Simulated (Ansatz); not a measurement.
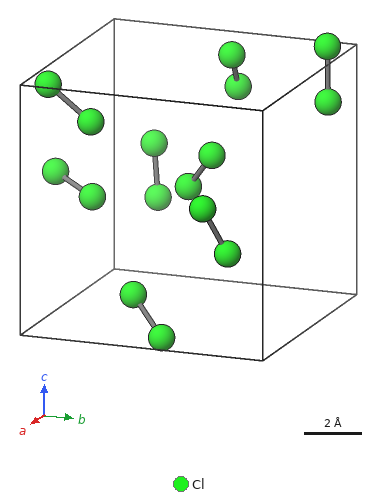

Starting frame of a dynamics run of a periodic cell with 8 Cl2 at 1.208 g/cm³. Style: ball-and-stick. Shown: the simulation cell, from a free direction.

Level of theory: Ansatz, DFT PBE, scalar-relativistic, plane waves, PAW.

Input
```yaml
crystal:
  lattice:
    - [9.205164, 0.0, 0.0]
    - [0.0, 9.205164, 0.0]
    - [0.0, 0.0, 9.205164]
  atoms:
    - { symbol: Cl, position: [0.1527948, 0.2212962, 0.5632432] }
    - { symbol: Cl, position: [0.1389174, 0.2322286, 0.3450494] }
    - { symbol: Cl, position: [0.4313827, -0.0773128, 0.4937459] }
    - { symbol: Cl, position: [0.5266368, 0.1114639, 0.4370833] }
    - { symbol: Cl, position: [0.2738314, 0.5889459, 0.9863678] }
    - { symbol: Cl, position: [0.1340163, 0.5606828, 0.820315] }
    - { symbol: Cl, position: [0.2889546, 0.9889129, 1.0654914] }
    - { symbol: Cl, position: [0.3015262, 0.9965005, 0.8470767] }
    - { symbol: Cl, position: [0.7086837, -0.0003768, 0.9235168] }
    - { symbol: Cl, position: [0.6764702, 0.1631072, 0.7815454] }
    - { symbol: Cl, position: [0.8252956, 0.6821201, 0.526263] }
    - { symbol: Cl, position: [0.7510494, 0.7561546, 0.334099] }
    - { symbol: Cl, position: [0.7883043, 0.4984917, -0.0171816] }
    - { symbol: Cl, position: [0.7016664, 0.3483366, 0.1164894] }
    - { symbol: Cl, position: [0.5046473, 0.5963389, 0.6464474] }
    - { symbol: Cl, position: [0.4253094, 0.4682644, 0.4876298] }
basis:
  ecutwfc: 420.0
kpoints:
  mp_grid: { grid: [1, 1, 1] }
hamiltonian:
  xc: pbe
scf:
  occupations: { method: fermi_dirac, width: 0.05 }
  lower_state_search: "off"
md:
  timestep: 2
  n_steps: 300
  ensemble: nvt_langevin
  temperature: 1000.0
  initial_velocities: maxwell_boltzmann
  seed: 888290
  friction: 0.02
```

Run as
```bash
ansatz run input.yaml --threads 1 --pin off --max-ram 3072MiB --backend cpu --events-out ev --progress --plain --runs-dir out
```

### What does the trajectory do?

The mean temperature in the second half is 1010 K (standard deviation 147 K). The potential energy in the second half lies on average 24.7 meV per atom above the first frame. Root-mean-square distances from the starting positions over the second half, with the common drift of all atoms taken out: Cl 1.12 Å. The molecules turn and drift from their places.

Along the run (each row but the first and the last is the mean over the interval that it begins):

```json
{"time (fs)": "0.0", "potential energy (meV/atom)": "0.0", "T (K)": "938"}
{"time (fs)": "100.0", "potential energy (meV/atom)": "37.6", "T (K)": "951"}
{"time (fs)": "200.0", "potential energy (meV/atom)": "36.8", "T (K)": "1034"}
{"time (fs)": "300.0", "potential energy (meV/atom)": "28.7", "T (K)": "1048"}
{"time (fs)": "400.0", "potential energy (meV/atom)": "27.6", "T (K)": "978"}
{"time (fs)": "500.0", "potential energy (meV/atom)": "18.1", "T (K)": "1008"}
{"time (fs)": "600.0", "potential energy (meV/atom)": "7.7", "T (K)": "860"}
```

The paths of the atoms:

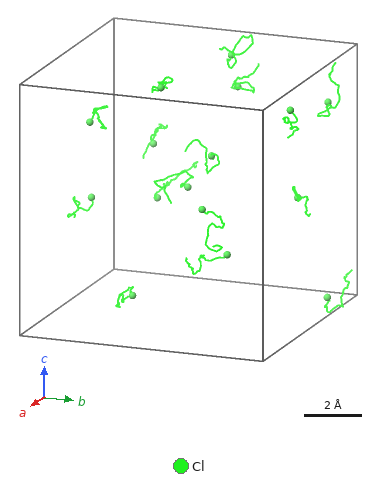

Cost: 4.7 min on 1 thread of AMD EPYC 9R45 96-Core Processor (Zen 5), on a shared host, peak memory 0.64 GiB.
